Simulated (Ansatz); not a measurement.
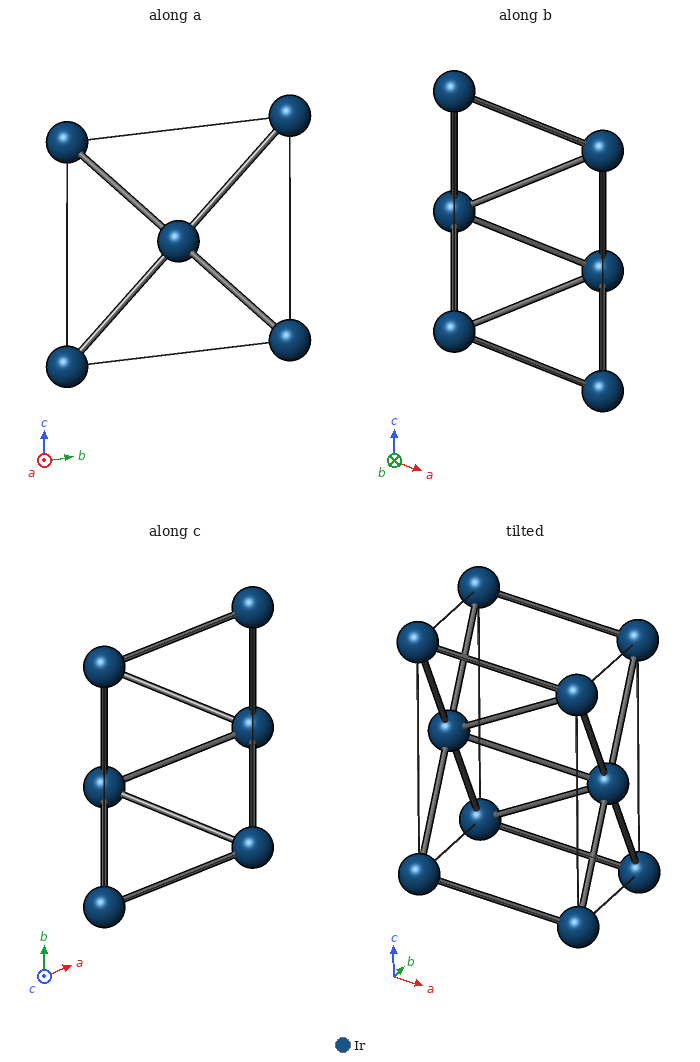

The crystal in a ball-and-stick representation, seen along the a axis, along the b axis, along the c axis and slightly off an axis. The unit cell is outlined; an atom on or near a face, edge or corner is repeated at each equivalent position.

Lattice parameters: a = 2.632 Å, b = 3.695 Å, c = 3.695 Å, α = 91.34°, β = 110.87°, γ = 69.13°. Put a along x and b in the xy plane.

Set out the cell and atoms as a POSCAR file.

```
Ir
1.0
     2.632    0.000    0.000
     1.316    3.452    0.000
    -1.316    0.409    3.428
Ir
2
Direct
  0.0000 0.0000 0.0000
  0.0000 0.5000 0.5000
```

Starting structure: a generated cell, made by putting these elements into a known structure type (the compound may or may not exist in this form). Atoms and cell were optimised with DFT, PAW plane waves, r2SCAN (Ansatz).
